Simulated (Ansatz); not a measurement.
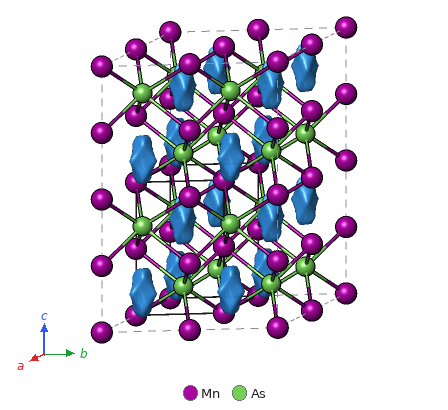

The blue surface encloses the points that the centre of a probe sphere of radius 0.60 Å can occupy in MnAs (P6_3/mmc, No. 194), computed on a grid of about 0.15 Å (2×2×2 cells shown, view slightly off an axis; pale faces close the region where the box cuts it).

Hard-sphere model; covalent radii (Cordero): Mn 1.39 Å, As 1.19 Å.

Source of the atomic positions: the input geometry of an electronic-structure calculation (not necessarily at equilibrium).

Space group P6_3/mmc (No. 194). a = 3.710 Å, b = 3.710 Å, c = 5.691 Å, α = 90.00°, β = 90.00°, γ = 120.00°
| atom | site | symmetry | x | y | z |
| --- | --- | --- | --- | --- | --- |
| Mn | 2a | -3m. | 0.0000 | 0.0000 | 0.0000 |
| As | 2c | -6m2 | 0.3333 | 0.6667 | 0.2500 |

Question: Do these regions connect?

Answer: They are isolated pockets that do not connect across cells.

Question: What share of the cell can the probe's centre reach?

Answer: About 3.3 % of the volume (2.2 Å³ of 67.8 Å³).

Question: Give the largest included and the largest free sphere.

Answer: The largest sphere that fits anywhere has a diameter of 1.97 Å; the largest that can travel through the crystal, about 0.9 Å.

Question: How does the connectivity change as the probe shrinks?

Answer: Below a radius of about 0.47 Å the space forms a three-dimensional network. These are grid estimates, good to about 0.05 Å.
